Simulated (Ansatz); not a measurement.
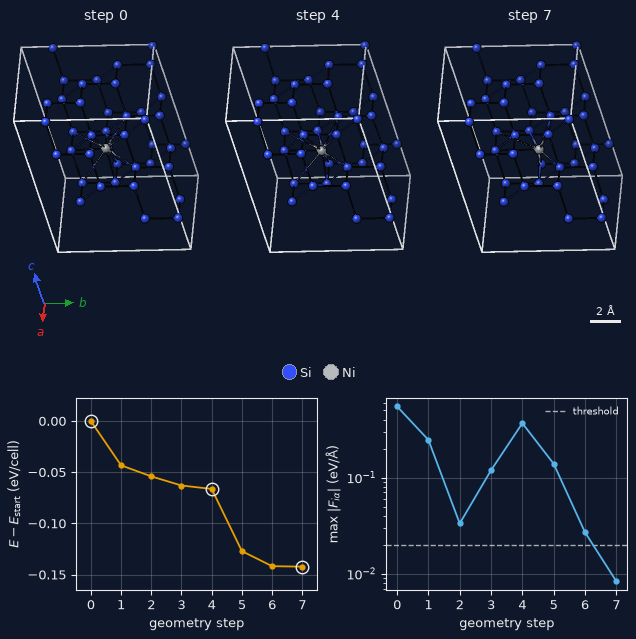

Frames of a relaxation of a defect cell of composition Si32Ni, marked on the history of the run. Style: ball-and-stick. Shown: the cell of the calculation (origin shifted), from a free direction.

Case: Ni interstitial, charge +0, atoms relaxed.

The calculation used Ansatz 0.2.0, DFT PBE, scalar-relativistic, plane waves, PAW. (plane-wave cutoff 420 eV; k-point mesh 2 × 2 × 2; occupations gaussian; smearing width 0.02 eV; mesh shifted by (0.5, 0.5, 0.5); collinear spin; atoms relaxed in a fixed cell; force threshold 0.02 eV/Å; at most 60 steps)

Question: Describe the path.

Answer: The atom that moves furthest is the Ni atom (0.68 Å roughly along +b). Largest moves by element: Ni 0.68 Å, Si 0.09 Å. The cell stays as it was. Some distances before and after: Ni–Si 2.469 → 3.139 Å, Ni–Si 2.736 → 3.281 Å, Ni–Si 2.776 → 3.282 Å, Ni–Si 2.871 → 3.281 Å. Among the angles between lasting bonds that change: Si–Ni–Si 128.7° → 160.7°, Si–Si–Ni 177.5° → 158.9°, Si–Ni–Si 90.6° → 109.1°. After 7 geometry steps the energy has fallen by 0.142 eV per cell of the calculation. Largest force component: 0.55 eV/Å at the start, 0.0084 eV/Å at the end. The program noted that the starting moments weren't kept. From step 0 to 4: the Ni atom moves most (0.36 Å), energy −66.3 meV per cell of the calculation. From step 4 to 7: the Ni atom moves most (0.38 Å), energy −75.9 meV per cell of the calculation.

```
step  E − E(0), meV/atom  largest force component, eV/Å
   0                0.00                         0.5489
   1               -1.31                         0.2464
   2               -1.64                         0.0333
   3               -1.91                         0.1192
   4               -2.01                         0.3675
   5               -3.85                         0.1392
   6               -4.29                         0.0270
   7               -4.31                         0.0084
```
